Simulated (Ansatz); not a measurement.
Mo12HS24 (cell with a defect)

```yaml
crystal:
  lattice:
    - [3.14953, 5.45514, -6.64746]
    - [3.14953, -5.45514, -6.64746]
    - [-6.29905, 0.00000, -6.64746]
  atoms:
    - { symbol: Mo, position: [0.67062, 0.66466, 0.67101] }
    - { symbol: Mo, position: [0.33707, 0.32979, 0.33531] }
    - { symbol: Mo, position: [0.50420, 0.99779, 0.50436] }
    - { symbol: Mo, position: [0.50340, 0.49565, 0.00228] }
    - { symbol: Mo, position: [0.00334, 0.49725, 0.50132] }
    - { symbol: Mo, position: [0.67081, 0.16217, 0.16887] }
    - { symbol: Mo, position: [0.33661, 0.82979, 0.83528] }
    - { symbol: Mo, position: [0.17031, 0.16385, 0.66824] }
    - { symbol: Mo, position: [0.83732, 0.82681, 0.32903] }
    - { symbol: Mo, position: [0.17051, 0.66202, 0.16766] }
    - { symbol: Mo, position: [0.83697, 0.33029, 0.83545] }
    - { symbol: Mo, position: [0.00350, 0.99632, 0.00076] }
    - { symbol: S, position: [0.42610, 0.58471, 0.75608] }
    - { symbol: S, position: [0.09167, 0.25148, 0.42315] }
    - { symbol: S, position: [0.25944, 0.91852, 0.58921] }
    - { symbol: S, position: [0.25892, 0.41650, 0.08973] }
    - { symbol: S, position: [0.75807, 0.41936, 0.59046] }
    - { symbol: S, position: [0.42568, 0.08400, 0.25799] }
    - { symbol: S, position: [0.09185, 0.75082, 0.92228] }
    - { symbol: S, position: [0.92554, 0.08586, 0.75557] }
    - { symbol: S, position: [0.59229, 0.75261, 0.42549] }
    - { symbol: S, position: [0.92575, 0.58186, 0.25456] }
    - { symbol: S, position: [0.59217, 0.25070, 0.92338] }
    - { symbol: S, position: [0.75791, 0.91786, 0.08645] }
    - { symbol: S, position: [0.24852, 0.40936, 0.58010] }
    - { symbol: S, position: [0.91555, 0.07262, 0.24713] }
    - { symbol: S, position: [0.08073, 0.74241, 0.41210] }
    - { symbol: S, position: [0.08202, 0.24154, 0.91413] }
    - { symbol: S, position: [0.58270, 0.24316, 0.41309] }
    - { symbol: S, position: [0.24814, 0.90784, 0.08053] }
    - { symbol: S, position: [0.91702, 0.57457, 0.74736] }
    - { symbol: S, position: [0.74470, 0.91438, 0.59710] }
    - { symbol: S, position: [0.41513, 0.57508, 0.24719] }
    - { symbol: S, position: [0.74876, 0.40770, 0.08113] }
    - { symbol: S, position: [0.41388, 0.07590, 0.74907] }
    - { symbol: S, position: [0.58058, 0.74103, 0.91654] }
    - { symbol: H, position: [0.70269, 0.96363, 0.73983] }
```

Spin-polarised.

All numbers below come from Ansatz 0.2.0, DFT PBE+D3(BJ), scalar-relativistic, plane waves, PAW.

### Predict the valence pseudo-density, electron localisation function and spin density between the atoms.

S–H (1.42 Å): ρ at the midpoint is about 1.3 e/Å³; the ELF climbs to about 1 towards the hydrogen, as it does in any bond to H; a covalent bond by its length.
Mo–S (2.40 Å): the density is about 0.61 e/Å³ at the midpoint; the ELF peaks at about 0.85 in the valence shell of S, 0.8 Å from its nucleus, and is about 0.45 at the midpoint.
Mo–S (2.40 Å): ρ is about 0.61 e/Å³ halfway; the ELF peaks at about 0.85 in the valence shell of S, 0.8 Å from its nucleus, and is about 0.45 at the midpoint.
Mo–S (2.63 Å): the density is about 0.35 e/Å³ at the midpoint; the ELF peaks at about 0.75 in the valence shell of S, 0.8 Å from its nucleus, and drops to about 0.25 between the two atoms.
The spin density sits on Mo: +0.4 μB in one cell of 37 atoms, with smaller moments on other sites: H (up to +0.07 μB): with much of the spin spread outside that site. The cell of the calculation (37 atoms) carries 1.0 μB of net spin moment.

### Does the calculation make it a metal, or give it a gap?

It is gapped, with a Kohn–Sham gap of 0.26 eV on the k-point mesh, an upper bound to the gap of this method.

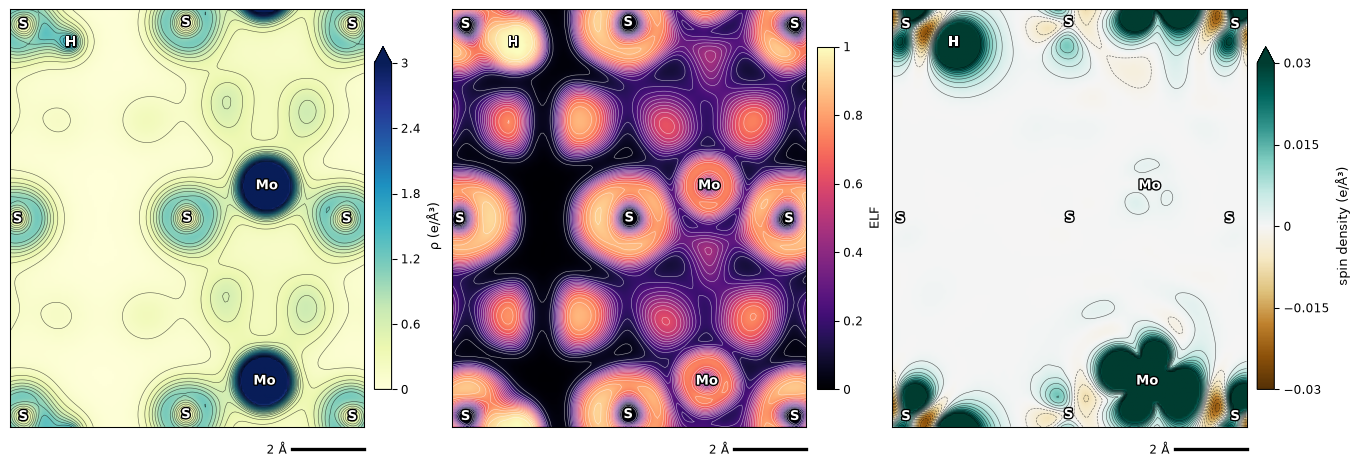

Computed valence pseudo-density, electron localisation function and spin density on the (110) plane of the calculation cell, in this order. 

In a PAW calculation such maps are meaningful between the atoms, not at the nuclei.
